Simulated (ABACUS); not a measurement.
## Band-structure run of Na

System: Na (Im-3m, 1 atom in the cell).
Method: Kohn-Sham DFT of a periodic cell, AM05, PseudoDojo NC SR 0.5 PBE standard, no spin polarisation (ABACUS 3.10.1).

The structure derives from an entry of the Crystallography Open Database.

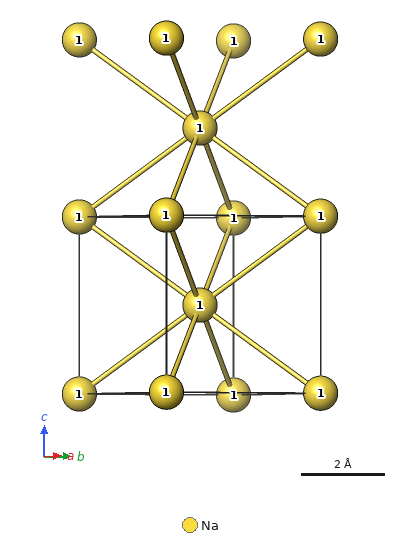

**Figure 1.** The structure (ball-and-stick view of the cell 2 times as large as that of the calculation, set on its symmetry axes, repeated 1 × 1 × 2, seen at an oblique angle; atoms are numbered from 1 in the order of the input). Near neighbours in the crystal (not all of them lie inside the picture): Na has 8 Na at 3.71 Å.

## Summary

```json
{"quantity": "outcome", "value": "converged"}
{"quantity": "space group (tolerance 0.01 Å)", "value": "Im-3m (229)"}
{"quantity": "electrons treated", "value": "9"}
{"quantity": "free energy", "value": "−1239.6034 eV"}
{"quantity": "Fermi energy of the self-consistent step", "value": "1.425 eV"}
{"quantity": "gap on the k-point mesh", "value": "none (metallic)"}
{"quantity": "pressure", "value": "−0.34 GPa"}
{"quantity": "largest force (length of the vector)", "value": "under 0.001 eV/Å"}
{"quantity": "hardware", "value": "4 threads of AMD EPYC 7571, 16 GiB of memory available, shared host"}
{"quantity": "wall time", "value": "19 s (CPU time 70 s)"}
{"quantity": "peak memory", "value": "0.32 GiB"}
```

## The input
```python
"""ABACUS run from a structure file: ASE reads it, the script writes STRU, KPT and INPUT."""
import re
import subprocess
from ase.io import read
from ase.units import Bohr

atoms = read("POSCAR")
atoms = atoms[(-atoms.numbers).argsort(kind="stable")]  # ABACUS lists atoms element by element
pseudo = {'Na': 'Na.upf'}
orbital = {}
magmoms = None
kmesh = [7, 7, 7]
params = {
    'suffix': 'Na',
    'calculation': 'scf',
    'basis_type': 'pw',
    'pseudo_dir': './',
    'symmetry': 1,
    'dft_functional': 'GGA_X_AM05+GGA_C_AM05',
    'ecutwfc': 89,
    'pseudo_rcut': 10,
    'nspin': 1,
    'nbands': 15,
    'ks_solver': 'dav',
    'smearing_method': 'fd',
    'smearing_sigma': 0.00367493,
    'scf_thr': 1e-08,
    'scf_nmax': 100,
    'mixing_type': 'broyden',
    'mixing_beta': 0.7,
    'cal_force': 1,
    'cal_stress': 1,
    'out_chg': 1,
    'kpar': 4,
}

symbols = atoms.get_chemical_symbols()
elements = list(dict.fromkeys(symbols))
lines = ["ATOMIC_SPECIES"] + [f"{e} {atoms.get_masses()[symbols.index(e)]:.4f} {pseudo[e]}" for e in elements]
if orbital:
    lines += ["", "NUMERICAL_ORBITAL"] + [orbital[e] for e in elements]
lines += ["", "LATTICE_CONSTANT", f"{1 / Bohr:.10f}", "", "LATTICE_VECTORS"]
lines += [" ".join(f"{x:.10f}" for x in v) for v in atoms.cell]
lines += ["", "ATOMIC_POSITIONS", "Direct"]
for e in elements:
    lines += ["", e, "0.0", str(symbols.count(e))]
    for i, p in enumerate(atoms.get_scaled_positions(wrap=False)):
        if symbols[i] == e:
            mag = "" if magmoms is None else " mag " + " ".join(str(x) for x in (magmoms[i] if isinstance(magmoms[i], list) else [magmoms[i]]))
            lines.append(" ".join(f"{x:.10f}" for x in p) + " 1 1 1" + mag)
open("STRU", "w").write("\n".join(lines) + "\n")
open("KPT", "w").write("K_POINTS\n0\nGamma\n%d %d %d 0 0 0\n" % tuple(kmesh))
open("INPUT", "w").write("INPUT_PARAMETERS\n" + "".join(f"{k:<20s}{v}\n" for k, v in params.items()))

done = subprocess.run(['mpirun', '-np', '4', 'abacus'])
if done.returncode:
    raise SystemExit(done.returncode)
log = open("OUT.Na/running_scf.log").read()
print("final energy (eV):", re.findall(r"FINAL_ETOT_IS (\S+)", log))
```

## File POSCAR
```
Na
1.0
   -2.1410000000      2.1410000000      2.1410000000
    2.1410000000     -2.1410000000      2.1410000000
    2.1410000000      2.1410000000     -2.1410000000
Na
1
Direct
    0.0000000000      0.0000000000      0.0000000000
```

## File INPUT
```
INPUT_PARAMETERS
suffix              Na
calculation         scf
basis_type          pw
pseudo_dir          ./
symmetry            1
dft_functional      GGA_X_AM05+GGA_C_AM05
ecutwfc             89
pseudo_rcut         10
nspin               1
nbands              15
ks_solver           dav
smearing_method     fd
smearing_sigma      0.00367493
scf_thr             1e-08
scf_nmax            100
mixing_type         broyden
mixing_beta         0.7
cal_force           1
cal_stress          1
out_chg             1
kpar                4
```

## File STRU
```
ATOMIC_SPECIES
Na 22.9898 Na.upf

LATTICE_CONSTANT
1.8897261258

LATTICE_VECTORS
-2.1410000000 2.1410000000 2.1410000000
2.1410000000 -2.1410000000 2.1410000000
2.1410000000 2.1410000000 -2.1410000000

ATOMIC_POSITIONS
Direct

Na
0.0
1
-0.0000000000 0.0000000000 0.0000000000 1 1 1
```

## File KPT
```
K_POINTS
0
Gamma
7 7 7 0 0 0
```

Launched with:
```bash
OMP_NUM_THREADS=1 python run_abacus.py > log
```

## Output
```
ABACUS v3.10.1

               Atomic-orbital Based Ab-initio Computation at UStc

 ------------------------------------------------------------------------------------

 READING GENERAL INFORMATION
                           global_out_dir = OUT.Na/
                           global_in_card = INPUT
                               pseudo_dir = ./
                              orbital_dir =
                                    DSIZE = 4
                                    GSIZE = 1

 READING UNITCELL INFORMATION
                                    ntype = 1
                  lattice constant (Bohr) = 1.88973
              lattice constant (Angstrom) = 1

 READING ATOM TYPE 1
                               atom label = Na
                      L=0, number of zeta = 1
                      L=1, number of zeta = 1
                      L=2, number of zeta = 1
             number of atom for this type = 1

                        TOTAL ATOM NUMBER = 1
DIRECT COORDINATES
    atom                   x                   y                   z     mag                  vx                  vy                  vz
taud_Na1            0.0000000000        0.0000000000        0.0000000000  0.0000        0.0000000000        0.0000000000        0.0000000000

                          Volume (Bohr^3) = 264.915
                             Volume (A^3) = 39.2563

 Lattice vectors: (Cartesian coordinate: in unit of a_0)
               -2.141              +2.141              +2.141
               +2.141              -2.141              +2.141
               +2.141              +2.141              -2.141
 Reciprocal vectors: (Cartesian coordinate: in unit of 2 pi/a_0)
                   +0           +0.233536           +0.233536
            +0.233536                  +0           +0.233536
            +0.233536           +0.233536                  +0
 The esolver type has been set to : ksdft_pw

                PAO radial cut off (Bohr) = 10

 Read in pseudopotential file is Na.upf
                     pseudopotential type = NC
          exchange-correlation functional = PBE
                 nonlocal core correction = 0
                        valence electrons = 9
                                     lmax = 1
                           number of zeta = 3
                     number of projectors = 4
                           L of projector = 0
                           L of projector = 0
                           L of projector = 1
                           L of projector = 1
 XC functional updated to : GGA_X_AM05+GGA_C_AM05
          exchange-correlation functional = GGA_X_AM05+GGA_C_AM05
     initial pseudo atomic orbital number = 5

 SETUP THE ELECTRONS NUMBER
            electron number of element Na = 9
      total electron number of element Na = 9
            AUTOSET number of electrons:  = 9
                           occupied bands = 5
                                   NBANDS = 15
                                   NLOCAL = 9

%%%%%%%%%%%%%%%%%%%%%%%%%%%%%%%%%%%%%%%%%%%%%%%%%%%%%%%%%%%%%%%%%%%%%%%%%%%%%%%%%%%%%%%%%%%%%%%%%%%%%%%%%%
 Warning: the number of valence electrons in pseudopotential > 1 for Na: [Ne] 3s1
 Pseudopotentials with additional electrons can yield (more) accurate outcomes, but may be less efficient.
 If you're confident that your chosen pseudopotential is appropriate, you can safely ignore this warning.
%%%%%%%%%%%%%%%%%%%%%%%%%%%%%%%%%%%%%%%%%%%%%%%%%%%%%%%%%%%%%%%%%%%%%%%%%%%%%%%%%%%%%%%%%%%%%%%%%%%%%%%%%%

 SETUP THE PLANE WAVE BASIS
 energy cutoff for charge/potential (unit:Ry) = 356
            fft grid for charge/potential = [ 45, 45, 45 ]
                        fft grid division = [ 1, 1, 1 ]
        big fft grid for charge/potential = [ 45, 45, 45 ]
                                     nbxx = 91125
                                     nrxx = 91125

 SETUP PLANE WAVES FOR CHARGE/POTENTIAL
                    number of plane waves = 30093
                         number of sticks = 1315

 PARALLEL PW FOR CHARGE/POTENTIAL
     PROC   COLUMNS(POT)             PW
        1           1315          30093
 --------------- sum -------------------
        1           1315          30093
                            number of |g| = 273
                                  max |g| = 32.178
                                  min |g| = 0

----------- Double Check Mixing Parameters Begin ------------
mixing_type: broyden
mixing_beta: 0.7
mixing_gg0: 1
mixing_gg0_min: 0.1
mixing_ndim: 8
----------- Double Check Mixing Parameters End ------------

 LATTICE VECTORS: (CARTESIAN COORDINATE: IN UNIT OF A0)
               -2.141              +2.141              +2.141
               +2.141              -2.141              +2.141
               +2.141              +2.141              -2.141
                       right hand lattice = 1
                                   NORM_A = 3.70832
                                   NORM_B = 3.70832
                                   NORM_C = 3.70832
                           ALPHA (DEGREE) = 109.471
                           BETA  (DEGREE) = 109.471
                           GAMMA (DEGREE) = 109.471

 The lattice vectors have been changed (STRU_SIMPLE.cif)

(for optimal symmetric configuration:)
                             BRAVAIS TYPE = 2
                     BRAVAIS LATTICE NAME = 02. Cubic I (body-centered)
                                    ibrav = 2
                                    IBRAV = 2
                                  BRAVAIS = BODY CENTERED CUBIC
                       LATTICE CONSTANT A = 4.282
Original cell was already a primitive cell.
                        ROTATION MATRICES = 48
              PURE POINT GROUP OPERATIONS = 48
                   SPACE GROUP OPERATIONS = 48
                              POINT GROUP = O_h
               POINT GROUP IN SPACE GROUP = O_h

 SETUP K-POINTS
                                    nspin = 1
                   Input type of k points = Monkhorst-Pack(Gamma)
                                   nkstot = 343
                       right hand lattice = 1
(for reciprocal lattice: )
                             BRAVAIS TYPE = 3
                     BRAVAIS LATTICE NAME = 03. Cubic F (face-centered)
                                    ibrav = 3
                       right hand lattice = 1
(for k-lattice: )
                             BRAVAIS TYPE = 3
                     BRAVAIS LATTICE NAME = 03. Cubic F (face-centered)
                                    ibrav = 3
                       right hand lattice = 1
                        ROTATION MATRICES = 48
                               nkstot_ibz = 20
K-POINTS REDUCTION ACCORDING TO SYMMETRY
     IBZ    DIRECT_X    DIRECT_Y    DIRECT_Z  WEIGHT  ibz2bz
       1  0.00000000  0.00000000  0.00000000  0.0029       0
       2 -0.14285714  0.14285714  0.00000000  0.0350       1
       3 -0.28571429  0.28571429  0.00000000  0.0350       2
       4 -0.42857143  0.42857143  0.00000000  0.0350       3
       5 -0.14285714 -0.14285714  0.28571429  0.0700       8
       6 -0.14285714 -0.28571429  0.42857143  0.1399       9
       7  0.42857143  0.42857143  0.14285714  0.0700      10
       8  0.42857143  0.28571429  0.28571429  0.0700      16
       9 -0.14285714 -0.14285714  0.42857143  0.0233      57
      10  0.42857143  0.28571429  0.14285714  0.0700      58
      11 -0.14285714  0.14285714  0.14285714  0.0175      62
      12  0.28571429  0.28571429  0.28571429  0.0233      65
      13  0.28571429  0.14285714 -0.28571429  0.0700      68
      14 -0.42857143  0.42857143  0.14285714  0.0700      74
      15 -0.42857143  0.28571429  0.28571429  0.0700      75
      16  0.42857143  0.28571429  0.42857143  0.0700      81
      17  0.28571429  0.28571429 -0.28571429  0.0175     117
      18 -0.42857143  0.42857143  0.28571429  0.0700     123
      19  0.42857143  0.42857143  0.42857143  0.0233     130
      20 -0.42857143  0.42857143  0.42857143  0.0175     172

                               nkstot now = 20
[... K-POINTS DIRECT COORDINATES: 20 rows ...]

           k-point number in this process = 5
       minimum distributed K point number = 5
[... stars of the k points ...]

[... K-POINTS CARTESIAN COORDINATES: 5 rows ...]

[... K-POINTS DIRECT COORDINATES: 5 rows ...]

 SETUP PLANE WAVES FOR WAVE FUNCTIONS
     energy cutoff for wavefunc (unit:Ry) = 89
              fft grid for wave functions = [ 45, 45, 45 ]
                    number of plane waves = 4321
                         number of sticks = 363

 PARALLEL PW FOR WAVE FUNCTIONS
     PROC   COLUMNS(POT)             PW
        1            363           4321
 --------------- sum -------------------
        1            363           4321

 SETUP NONLOCAL PSEUDOPOTENTIALS IN PLANE WAVE BASIS
 Na non-local projectors:
 projector 1 L=0
 projector 2 L=0
 projector 3 L=1
 projector 4 L=1
      TOTAL NUMBER OF NONLOCAL PROJECTORS = 8

 Init Non-Local PseudoPotential table :
 Init Non-Local-Pseudopotential done.

                                     npwx = 3781

 Make real space PAO into reciprocal space.
       max mesh points in Pseudopotential = 1001
     dq(describe PAO in reciprocal space) = 0.01
                                    max q = 1136

 number of pseudo atomic orbitals for Na is 3
WARNING: norm of atomic wavefunction # 3 of atomic type Na is 0.996862, renormalized

 -------------------------------------------
 SELF-CONSISTENT
 -------------------------------------------
                                 init_chg = atomic

 PW ALGORITHM --------------- ION=   1  ELEC=   1--------------------------------
 Notice: Threshold on eigenvalues was too large.
 hsover_error=0.09 > DRHO=0.0024686
 Origin diag ethr = 0.01
 New diag ethr = 2.74288e-05

 Density error is 0.00249968584757
                          Error Threshold = 2.74288336297e-05
----------------------------------------------------------
     Energy           Rydberg                 eV
----------------------------------------------------------
 E_KohnSham     -91.1086572891       -1239.5968762606
 E_Harris       -91.6244286500       -1246.6143056348
 E_Fermi        0.1083717774         1.4744736748
----------------------------------------------------------

 PW ALGORITHM --------------- ION=   1  ELEC=   2--------------------------------

 Density error is 0.000173647876399
                          Error Threshold = 2.77742871952e-05
----------------------------------------------------------
     Energy           Rydberg                 eV
----------------------------------------------------------
 E_KohnSham     -91.1091323535       -1239.6033398433
 E_Harris       -91.1291121163       -1239.8751784628
 E_Fermi        0.1059347099         1.4413156712
----------------------------------------------------------

 PW ALGORITHM --------------- ION=   1  ELEC=   3--------------------------------

 Density error is 2.79017510359e-05
                          Error Threshold = 1.92942084888e-06
----------------------------------------------------------
     Energy           Rydberg                 eV
----------------------------------------------------------
 E_KohnSham     -91.1091378021       -1239.6034139754
 E_Harris       -91.1343464957       -1239.9463958473
 E_Fermi        0.1052856909         1.4324853146
----------------------------------------------------------

 PW ALGORITHM --------------- ION=   1  ELEC=   4--------------------------------

 Density error is 1.00817902811e-07
                          Error Threshold = 3.10019455955e-07
----------------------------------------------------------
     Energy           Rydberg                 eV
----------------------------------------------------------
 E_KohnSham     -91.1091401210       -1239.6034455265
 E_Harris       -91.1103559536       -1239.6199877774
 E_Fermi        0.1047612271         1.4253496177
----------------------------------------------------------

 PW ALGORITHM --------------- ION=   1  ELEC=   5--------------------------------

 Density error is 3.8090129694e-08
                          Error Threshold = 1.12019892012e-09
----------------------------------------------------------
     Energy           Rydberg                 eV
----------------------------------------------------------
 E_KohnSham     -91.1091401598       -1239.6034460539
 E_Harris       -91.1099370190       -1239.6142878798
 E_Fermi        0.1047522299         1.4252272045
----------------------------------------------------------

 PW ALGORITHM --------------- ION=   1  ELEC=   6--------------------------------

 Density error is 7.9223646894e-09
                          Error Threshold = 4.23223663267e-10
----------------------------------------------------------
     Energy           Rydberg                 eV
----------------------------------------------------------
 E_KohnSham     -91.1091401664       -1239.6034461433
 E_KS(sigma->0) -91.1089592390       -1239.6009844996
 E_Harris       -91.1084403004       -1239.5939239779
 E_band         -17.8090915410       -242.3051211607
 E_one_elec     -82.2858160219       -1119.5559624771
 E_Hartree      40.9649430789        557.3566441185
 E_xc           -13.3587246491       -181.7547732414
 E_Ewald        -36.4291807194       -495.6444312560
 E_entropy(-TS) -0.0003618548        -0.0049232874
 E_descf        0.0000000000         0.0000000000
 E_exx          0.0000000000         0.0000000000
 E_Fermi        0.1047382817         1.4250374298
----------------------------------------------------------

 charge density convergence is achieved
 final etot is -1239.6034461 eV
 EFERMI = 1.4250374298 eV

 STATE ENERGY(eV) AND OCCUPATIONS    NSPIN == 1
 1/5 kpoint (Cartesian) = 0.0000 0.0000 0.0000 (3781 pws)
       1       -51.4647     0.00583090
       2       -23.2560     0.00583090
       3       -23.2560     0.00583090
       4       -23.2560     0.00583090
       5       -1.68261     0.00583090
       6        12.8937        0.00000
       7        12.8937        0.00000
       8        12.8937        0.00000
       9        13.8104        0.00000
      10        13.8104        0.00000
      11        14.2806        0.00000
      12        14.2806        0.00000
      13        14.2806        0.00000
      14        14.6955        0.00000
      15        14.6955        0.00000

 2/5 kpoint (Cartesian) = 0.033362 -0.033362 0.0000 (3757 pws)
       1       -51.4644      0.0699708
       2       -23.2616      0.0699708
       3       -23.2579      0.0699708
       4       -23.2560      0.0699708
       5       -1.33810      0.0699708
       6        9.87028    3.09381e-75
       7        11.4794        0.00000
       8        11.9144        0.00000
       9        12.2707        0.00000
      10        13.0074        0.00000
      11        14.7325        0.00000
      12        14.7885        0.00000
      13        16.2703        0.00000
      14        16.3617        0.00000
      15        16.6071        0.00000

 3/5 kpoint (Cartesian) = 0.066724 -0.066724 0.0000 (3775 pws)
       1       -51.4638      0.0699708
       2       -23.2742      0.0699708
       3       -23.2622      0.0699708
       4       -23.2559      0.0699708
       5      -0.317326      0.0699708
       6        6.49829    6.01397e-46
       7        10.1887    5.30950e-78
       8        10.9003    3.49662e-84
       9        11.0759    1.04423e-85
      10        12.1448        0.00000
      11        15.5830        0.00000
      12        15.6381        0.00000
      13        19.0430        0.00000
      14        19.4590        0.00000
      15        19.6519        0.00000

 4/5 kpoint (Cartesian) = 0.10009 -0.10009 0.0000 (3762 pws)
       1       -51.4633      0.0699708
       2       -23.2842      0.0699708
       3       -23.2656      0.0699708
       4       -23.2559      0.0699708
       5        1.33907      0.0593386
       6        3.66250    2.57347e-21
       7        9.53202    2.68243e-72
       8        10.3795    1.16798e-79
       9        10.4792    1.59091e-80
      10        11.5596        0.00000
      11        16.7941        0.00000
      12        17.3135        0.00000
      13        19.2697        0.00000
      14        19.5824        0.00000
      15        22.2548        0.00000

 5/5 kpoint (Cartesian) = 0.033362 0.033362 -0.066724 (3767 pws)
       1       -51.4639       0.139942
       2       -23.2702       0.139942
       3       -23.2601       0.139942
       4       -23.2573       0.139942
       5      -0.655512       0.139942
       6        8.06721    2.83632e-59
       7        8.68647    1.18558e-64
       8        10.7923    6.06712e-83
       9        12.5085        0.00000
      10        13.3494        0.00000
      11        15.2231        0.00000
      12        15.3459        0.00000
      13        17.1372        0.00000
      14        17.6830        0.00000
      15        19.9120        0.00000

------------------------------------------------------------------------------------------
 TOTAL-FORCE (eV/Angstrom)
------------------------------------------------------------------------------------------
                       Na1         0.0000000000         0.0000000000         0.0000000000
------------------------------------------------------------------------------------------

----------------------------------------------------------------
 TOTAL-STRESS (KBAR)
----------------------------------------------------------------
        -3.3819758463         0.0000000000         0.0000000000
         0.0000000000        -3.3819758463        -0.0000000000
        -0.0000000000        -0.0000000000        -3.3819758463
----------------------------------------------------------------
 TOTAL-PRESSURE: -3.381976 KBAR

 --------------------------------------------
 !FINAL_ETOT_IS -1239.6034461433055185 eV
 --------------------------------------------
```
